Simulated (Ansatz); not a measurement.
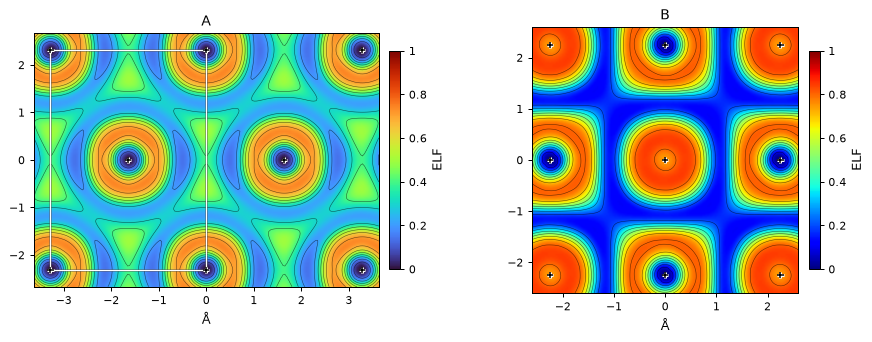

The ELF of 2 systems, each on a plane through atoms (crosses mark nuclei in the plane).

Level of theory: DFT PBEsol, scalar-relativistic, plane waves, PAW (Ansatz 0.2.0).

System 1: HfN, the (001) plane of the conventional cell. Space group Fm-3m; changed on purpose from its base cell (atom 2 moved 0.45 A; relaxed back); computed without spin polarisation.

System 2: Ta, the (101) plane of the conventional cell. Space group Im-3m; computed without spin polarisation.

```cif
data_structure
_symmetry_space_group_name_H-M 'P 1'
_symmetry_Int_Tables_number 1
_cell_length_a 3.2805
_cell_length_b 3.2805
_cell_length_c 3.2805
_cell_angle_alpha 90.000
_cell_angle_beta 90.000
_cell_angle_gamma 90.000
_cell_volume 35.30
loop_
_atom_site_label
_atom_site_type_symbol
_atom_site_fract_x
_atom_site_fract_y
_atom_site_fract_z
_atom_site_occupancy
Ta1 Ta 0.00000 0.00000 0.00000 1
Ta2 Ta 0.50000 0.50000 0.50000 1
```

Question: Match each panel to its system.

Answer: Panel A is system 2, Ta: the plane holds Ta. Ta–Ta (2.84 Å): the ELF is about 0.30 at the midpoint: no localised pair shows between them. Panel B is system 1, HfN: the plane holds Hf and N. Hf–N (2.25 Å): the ELF peaks at about 0.80 in the valence shell of N, 0.6 Å from its nucleus, and drops to about 0.15 between the two atoms: no shared electron pair shows on this line.
